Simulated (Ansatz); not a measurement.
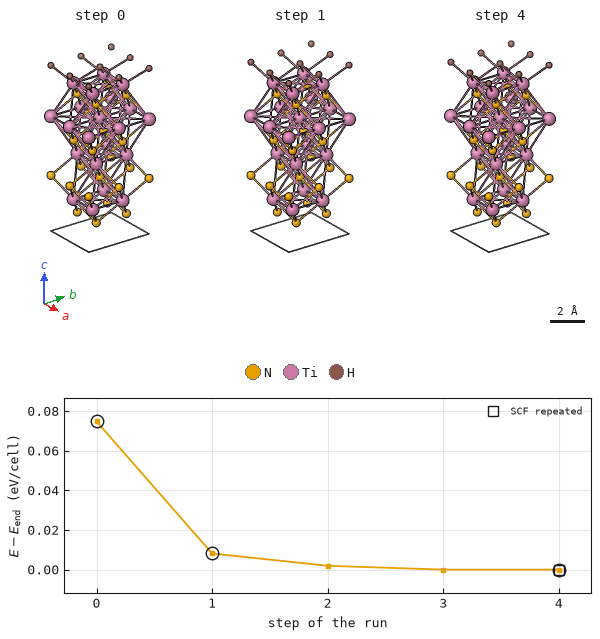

Frames of a constrained relaxation of a slab of composition Ti$_{4}$HN$_{4}$ (cut from the Fm-3m phase), marked on the history of the run. The picture is a ball-and-stick view of the 2 × 2 repeat of the cell, outlined in the plane, without the vacuum, seen slightly off an axis.

Case: H put at a hollow Ti-Ti-Ti site. The slab is the (1 1 1) face of TiN with H on it. 4 atoms are held fixed.

Theory: DFT PBEsol, scalar-relativistic, plane waves, PAW in Ansatz 0.2.0. Set-up: plane-wave cutoff 420 eV; k-point mesh 12 × 12 × 1; occupations gaussian; smearing width 0.1 eV; no spin polarisation; dipole correction; atoms relaxed in a fixed cell; force threshold 0.03 eV/Å; at most 70 steps.

Describe the path.

Answer. Over 3 accepted moves (4 points after the start) the energy falls by 74.8 meV per cell of the calculation. Largest force component: 0.88 eV/Å at the start, 0.03 eV/Å at the end. 1 step only repeated the SCF at the same geometry. The atom that moves furthest is the H atom (0.19 Å along the normal (+c)). By element the largest moves are H 0.19 Å, Ti 0.05 Å, N 0.02 Å. The cell stays as it was. Near-neighbour distances that change, for instance: H–Ti 1.911 → 1.979 Å, N–Ti 2.017 → 2.048 Å, Ti–Ti 2.870 → 2.890 Å, N–Ti 2.118 → 2.099 Å. Among the angles between lasting bonds that change: Ti–H–Ti 102.1° → 97.3°, Ti–N–Ti 175.8° → 177.9°. From step 0 to 1: the H atom moves most (0.19 Å), energy −66.6 meV per cell of the calculation. From step 1 to 4: a Ti atom moves most (0.04 Å), energy −8.1 meV per cell of the calculation.

Limits of the set-up: the cell has an odd number of electrons but was run without spin polarisation; the periodic images lie only 3.0 Å apart, so the values are limited by the cell's size.
